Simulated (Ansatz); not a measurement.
**Zinc, hcp under r²SCAN: from relaxation to bulk modulus**

Aim: take zinc in the hcp structure, relax it, solve it on a dense k-mesh, switch on spin-orbit coupling, then scale the cell to 7 volumes from 88 to 112 % of the relaxed one and try a fit of the equation of state. The k-meshes are 13×13×7 for the relaxation; 23×23×11 for the dense run; 14×14×7 for spin-orbit coupling; 23×23×11 for the volumes. It starts from a deposited cell (COD).

Program: Ansatz 0.2.0. Level of theory: DFT r2SCAN, plane waves (500 eV) with PAW, scalar-relativistic; the PAW data stem from PBE, with regenerated cores. These are calculated values, not measurements.

### 1 Starting point

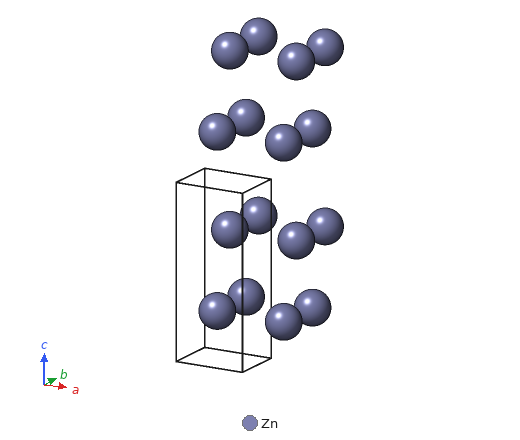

Start, viewed slightly off an axis; zinc blue. 2×2×2 cells are drawn. Any atoms on the faces are drawn again on the opposite ones.

As a file:

```cif
data_structure
_symmetry_space_group_name_H-M 'P6_3/mmc'
_symmetry_Int_Tables_number 194
_cell_length_a 2.6648
_cell_length_b 2.6648
_cell_length_c 4.9467
_cell_angle_alpha 90.000
_cell_angle_beta 90.000
_cell_angle_gamma 120.000
_cell_volume 30.42
loop_
_atom_site_label
_atom_site_type_symbol
_atom_site_symmetry_multiplicity
_atom_site_Wyckoff_symbol
_atom_site_fract_x
_atom_site_fract_y
_atom_site_fract_z
_atom_site_occupancy
Zn1 Zn 2 c 0.33333 0.66667 0.25000 1
```

### 2 Geometry optimisation

File input.yaml:

```yaml
crystal:
  lattice:
    - [2.6647980532, 0.0, 0.0]
    - [-1.3323990266, 2.30778281, 0.0]
    - [0.0, 0.0, 4.9467]
  atoms:
    - { symbol: Zn, position: [0.3333333333, 0.6666666667, 0.25] }
    - { symbol: Zn, position: [0.6666666667, 0.3333333333, 0.75] }
hamiltonian:
  xc: r2scan
  pseudopotentials:
    kind: paw
    azcp:
      Zn: "pseudopotentials/Zn.paw.azcp"
basis:
  ecutwfc: 500
  fft_grid_basis: typed
kpoints:
  mp_grid: { grid: [13, 13, 7], shift: [0, 0, 0] }
magnetization:
  spin_polarized: false
scf:
  occupations: { method: fermi_dirac, width: 0.1 }
relax:
  max_steps: 60
  f_tol: 0.01
  cell: {}
```

The program printed, shortened:

```text
[...]
Pseudopotentials: kind: paw
Pseudopotential: Zn, paw, valence charge 12, recommended cutoff 500 eV (meta_gga), <dir>
Functional definition: r2SCAN
[...]
Crystal: 2 atoms, lattice volume = 30.421 Å³
Basis set: ecut = 500 eV, 775 PW (Γ), exchange–correlation on 80×80×160 points (64 copies of the dense FFT grid, shifted against one another)
Bands: 16, of which v1, the nominal top of the filled ones, is band 12 counted from 1 (11 counted from 0)
Symmetry: 24 space group operations
Space group: P63/mmc (ITA 194), of the structure as read, at distance tolerance 3.1e-5 Å
k-points: 84 of 1183
[...]
SCF iter   1: F=—  HF=-6651.355614 eV  |F-HF|=—  |Δ(HF+E_count)|=         —  Δρ=2.27e-2  dr2=7.71e-2  dr2_τ=2.05e-3  ethr=1.77e-3  ⟨swp⟩=5.0  Hψ=7017  notcnv=0
[...]
relax step   1: F+E_penalty+E_count = -6651.33761718 eV  Δ(F+E_penalty+E_count) = +0.000e0 eV  max|allowed force component| = 1.573e-16 eV/Å  Δτ_max = 0.0000 Å  P = -4.460 GPa  Ω = 30.421 Å³  (6 SCF iters, dr2 threshold 1.00e-7 eV, accepted)
[...]
relax step   4: F+E_penalty+E_count = -6651.36235714 eV  Δ(F+E_penalty+E_count) = -1.140e-5 eV  max|allowed force component| = 3.701e-17 eV/Å  Δτ_max = 0.0000 Å  P = -0.001 GPa  Ω = 28.738 Å³  energy of the carried Pulay correction = +4.980e-4 eV  (3 SCF iters, dr2 threshold 8.28e-8 eV, accepted)
[...]
relax step   5: F+E_penalty+E_count = -6651.36199025 eV  Δ(F+E_penalty+E_count) = +3.669e-4 eV  max|allowed force component| = 3.701e-17 eV/Å  Δτ_max = 0.0000 Å  P = -0.026 GPa  Ω = 28.738 Å³  stress off target by 4.68e-2 GPa  SCF on the basis re-selected at this cell (its energy is not [...]
SCF converged after 6 iterations
Free energy (F): -6651.361990 eV
[...]
E sigma→0 (E₀):  -6651.357305 eV
Entropy (-TS):   -0.009371 eV (-4.686 meV/atom)
Fermi energy:    11.670305 eV
[...]
--- Forces (eV/Å), atoms counted from 1 ---
  atom   1  Zn    -0.00000000    -0.00000000     0.00000000
  atom   2  Zn    -0.00000000     0.00000000    -0.00000000
[...]
--- Stress (GPa, compression-positive) ---
       -0.046822      -0.000000      -0.000000
       -0.000000      -0.046822       0.000000
       -0.000000       0.000000       0.016259
  P = ⅓ Tr σ = -0.0258 GPa (-0.258 kbar)
--- Relaxed structure (4 steps of the walk, 4 accepted, 1 SCFs on fresh bases) ---
  F+E_penalty+E_count = -6651.36199025 eV   max|allowed force component| = 3.701e-17 eV/Å   (the final SCF, on the basis selected at the relaxed cell)
  cell:  # Å, volume = 28.7380 Å³
    - [2.6187264659816645, -3.288086095557123e-33, 0.0]
    - [-1.3093632329908322, 2.267883645102767, 0.0]
    - [0.0, 0.0, 4.83889706618652]
  atoms:
    - { symbol: Zn, position: [0.33333333333333337, 0.6666666666666667, 0.25000000000000006] }
    - { symbol: Zn, position: [0.6666666666666666, 0.33333333333333337, 0.7500000000000001] }
```

It took 39 s on 1 thread of an x86-64 CPU, shared host; peak memory 0.63 GiB.

The steps of the relaxation:

```csv
step,energy change (meV/atom),largest force (eV/Å),pressure (GPa),volume (Å³/atom)
1,0.00,0.0000,-4.46,15.211
2,-11.82,0.0000,-0.99,14.521
3,-12.36,0.0000,0.11,14.348
4,-12.37,0.0000,0.00,14.369
5,-12.19,0.0000,-0.03,14.369
```

Steps that repeat a cell are solved on a basis chosen anew, so their changes of energy are no gain of the relaxation.

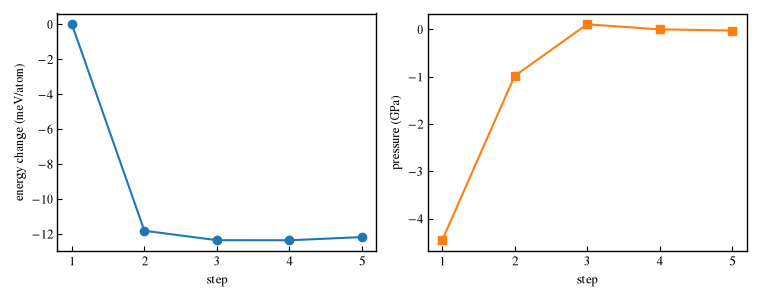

Energy and pressure over the accepted steps.

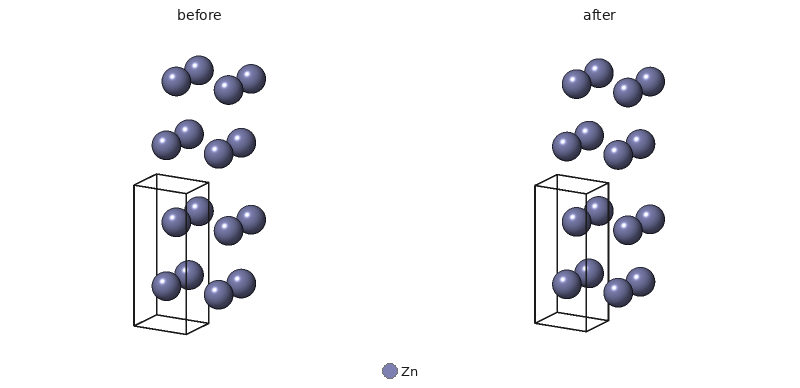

Before and after, at one scale. The cells drawn are those of the first picture.

The cell of the run, before and after:

|  | before | after | change |
| --- | --- | --- | --- |
| a (Å) | 2.665 | 2.619 | -1.7 % |
| b (Å) | 2.665 | 2.619 | -1.7 % |
| c (Å) | 4.947 | 4.839 | -2.2 % |
| volume (Å³/atom) | 15.211 | 14.369 | -5.5 % |
| shortest distance (Å) | 2.665 | 2.619 | -1.7 % |
| space group (spins left aside) | P6_3/mmc | P6_3/mmc | same |

### 3 Single point on a dense mesh

File input.yaml:

```yaml
crystal:
  lattice:
    - [2.618726466, 0.0, 0.0]
    - [-1.309363233, 2.2678836451, 0.0]
    - [0.0, 0.0, 4.8388970662]
  atoms:
    - { symbol: Zn, position: [0.3333333333, 0.6666666667, 0.25] }
    - { symbol: Zn, position: [0.6666666667, 0.3333333333, 0.75] }
hamiltonian:
  xc: r2scan
  pseudopotentials:
    kind: paw
    azcp:
      Zn: "pseudopotentials/Zn.paw.azcp"
basis:
  ecutwfc: 500
  fft_grid_basis: typed
kpoints:
  mp_grid: { grid: [23, 23, 11], shift: [0, 0, 0] }
magnetization:
  spin_polarized: false
scf:
  occupations: { method: fermi_dirac, width: 0.1 }
```

The program printed, shortened:

```text
[...]
[... 3 set-up lines as earlier in the session ...]
[...]
Crystal: 2 atoms, lattice volume = 28.738 Å³
Basis set: ecut = 500 eV, 737 PW (Γ), exchange–correlation on 80×80×144 points (64 copies of the dense FFT grid, shifted against one another)
Bands: 16, of which v1, the nominal top of the filled ones, is band 12 counted from 1 (11 counted from 0)
[... 2 set-up lines as earlier in the session ...]
k-points: 336 of 5819
[...]
SCF iter   1: F=—  HF=-6651.361177 eV  |F-HF|=—  |Δ(HF+E_count)|=         —  Δρ=2.30e-2  dr2=7.39e-2  dr2_τ=2.46e-3  ethr=1.77e-3  ⟨swp⟩=5.1  Hψ=27818  notcnv=0
[...]
SCF iter   6: F=-6651.345704 eV  HF=-6651.345704 eV  |F-HF|=1.16e-9  |Δ(HF+E_count)|=   1.30e-6  Δρ=1.79e-5  dr2=4.42e-8  dr2_τ=1.87e-10  ethr=4.17e-10  ⟨swp⟩=3.4  Hψ=15649  notcnv=0
[...]
SCF converged after 6 iterations
Free energy (F): -6651.345704 eV
[...]
E sigma→0 (E₀):  -6651.338915 eV
Entropy (-TS):   -0.013577 eV (-6.789 meV/atom)
Fermi energy:    11.789616 eV
[...]
```

Run time: 21 s. Hardware: 1 thread of an x86-64 CPU, shared host; peak memory 0.66 GiB.

### 4 Spin-orbit coupling switched on

Changes to input.yaml since step 3:

```diff
@@ -11,3 +11,3 @@
   pseudopotentials:
-    kind: paw
+    kind: paw_fr
     azcp:
@@ -18,5 +18,6 @@
 kpoints:
-  mp_grid: { grid: [23, 23, 11], shift: [0, 0, 0] }
+  mp_grid: { grid: [14, 14, 7], shift: [0, 0, 0] }
 magnetization:
-  spin_polarized: false
+  noncollinear: true
+  spin_orbit: true
 scf:
```

The program printed, shortened:

```text
[...]
Pseudopotentials: kind: paw_fr
Pseudopotential: Zn, paw_fr, valence charge 12, recommended cutoff 500 eV (meta_gga), <dir>
[... 1 set-up line as earlier in the session ...]
[...]
non-collinear run that drives no moment, with spin-orbit: no starting moment large enough to seed its density (crystal.atoms[].spin), no starting occupations that ask for one, no magnetisation constraint and no magnetic field, so the semilocal B_xc is pinned to zero
Crystal: 2 atoms, lattice volume = 28.738 Å³
Basis set: ecut = 500 eV, 737 PW (Γ), exchange–correlation on 80×80×144 points (64 copies of the dense FFT grid, shifted against one another)
Bands: 32, of which v1, the nominal top of the filled ones, is band 24 counted from 1 (23 counted from 0)
Symmetry: 24 space group operations + 24 with time reversal
Magnetic group: BNS 194.264 (UNI 1494), of the structure as read, at distance tolerance 3.1e-5 Å
k-points: 96 of 1372
Projection manifold: j_resolved (fully-relativistic pseudo-atomic orbitals)
[...]
SCF iter   1: F=—  HF=-6646.876408 eV  |F-HF|=—  |Δ(HF+E_count)|=         —  Δρ=3.85e-2  dr2=4.06e-1  dr2_τ=1.11e-3  dr2_m=0.00e0 (ungated)  ethr=1.59e-3  |M|=0.00e0 ∫|m|=0.00e0 μB  |m|>n=0.0e0 m-floor=0.0e0 τ_xc=0.0e0  β_m=0.30  ⟨swp⟩=1.2  Hψ=11179  notcnv=0
[...]
SCF iter   7: F=-6646.882135 eV  HF=-6646.882135 eV  |F-HF|=1.17e-8  |Δ(HF+E_count)|=   1.15e-6  Δρ=7.56e-6  dr2=1.19e-8  dr2_τ=2.32e-11  dr2_m=0.00e0 (ungated)  ethr=4.17e-10  |M|=0.00e0 ∫|m|=0.00e0 μB  |m|>n=0.0e0 m-floor=0.0e0 τ_xc=0.0e0  ⟨swp⟩=1.5  Hψ=4763  notcnv=0
[...]
SCF converged after 7 iterations
Magnetization: |M| = 0.0000 μB,  M = (+0.0000, +0.0000, +0.0000) μB
Absolute magnetization: 0.0000 μB (∫|m|)
  site 0: m = (+0.0000, +0.0000, +0.0000) μB, |m| = 0.0000 μB  (R = 1.08 Å)
  site 1: m = (+0.0000, +0.0000, +0.0000) μB, |m| = 0.0000 μB  (R = 1.08 Å)
Free energy (F): -6646.882135 eV
[...]
E sigma→0 (E₀):  -6646.875023 eV
Entropy (-TS):   -0.014224 eV (-7.112 meV/atom)
Fermi energy:    11.752420 eV
[...]
```

It took 30 s on 1 thread of an x86-64 CPU, shared host; peak memory 0.67 GiB.

With and without spin-orbit coupling:

```csv
,scalar-relativistic,with spin-orbit coupling
k-mesh,23×23×11,14×14×7
gap on the mesh,none (levels filled in part),none (levels filled in part)
```

The meshes differ, so small differences between the columns need not come from spin-orbit coupling.

### 5 Volume × 0.88

File input.yaml:

```yaml
crystal:
  lattice:
    - [2.5094835979, 0.0, 0.0]
    - [-1.2547417989, 2.1732765461, 0.0]
    - [0.0, 0.0, 4.6370374978]
  atoms:
    - { symbol: Zn, position: [0.3333333333, 0.6666666667, 0.25] }
    - { symbol: Zn, position: [0.6666666667, 0.3333333333, 0.75] }
hamiltonian:
  xc: r2scan
  pseudopotentials:
    kind: paw
    azcp:
      Zn: "pseudopotentials/Zn.paw.azcp"
basis:
  ecutwfc: 500
  fft_grid_basis: typed
kpoints:
  mp_grid: { grid: [23, 23, 11], shift: [0, 0, 0] }
magnetization:
  spin_polarized: false
scf:
  occupations: { method: fermi_dirac, width: 0.1 }
output:
  stress: true
```

The program printed, shortened:

```text
[...]
[... 3 set-up lines as earlier in the session ...]
[...]
Crystal: 2 atoms, lattice volume = 25.289 Å³
Basis set: ecut = 500 eV, 659 PW (Γ), exchange–correlation on 80×80×144 points (64 copies of the dense FFT grid, shifted against one another)
Bands: 16, of which v1, the nominal top of the filled ones, is band 12 counted from 1 (11 counted from 0)
[... 1 set-up line as earlier in the session ...]
Space group: P63/mmc (ITA 194), of the structure as read, at distance tolerance 2.9e-5 Å
k-points: 336 of 5819
[...]
SCF iter   1: F=—  HF=-6651.198400 eV  |F-HF|=—  |Δ(HF+E_count)|=         —  Δρ=2.33e-2  dr2=6.50e-2  dr2_τ=4.10e-3  ethr=1.77e-3  ⟨swp⟩=5.3  Hψ=28343  notcnv=0
[...]
SCF iter   6: F=-6651.191821 eV  HF=-6651.191822 eV  |F-HF|=5.03e-9  |Δ(HF+E_count)|=   1.68e-6  Δρ=2.32e-5  dr2=6.04e-8  dr2_τ=2.76e-10  ethr=4.17e-10  ⟨swp⟩=5.8  Hψ=25575  notcnv=0
[...]
SCF converged after 6 iterations
Free energy (F): -6651.191821 eV
[...]
E sigma→0 (E₀):  -6651.185354 eV
Entropy (-TS):   -0.012935 eV (-6.467 meV/atom)
Fermi energy:    13.934417 eV
[...]
--- Stress (GPa, compression-positive) ---
       18.382432      -0.000000       0.000000
       -0.000000      18.382432       0.000000
        0.000000       0.000000      11.789120
  P = ⅓ Tr σ = 16.1847 GPa (161.847 kbar)
```

Run time: 17 s. Hardware: 1 thread of an x86-64 CPU, shared host; peak memory 0.68 GiB.

(Part 1 of 2 ends here.)
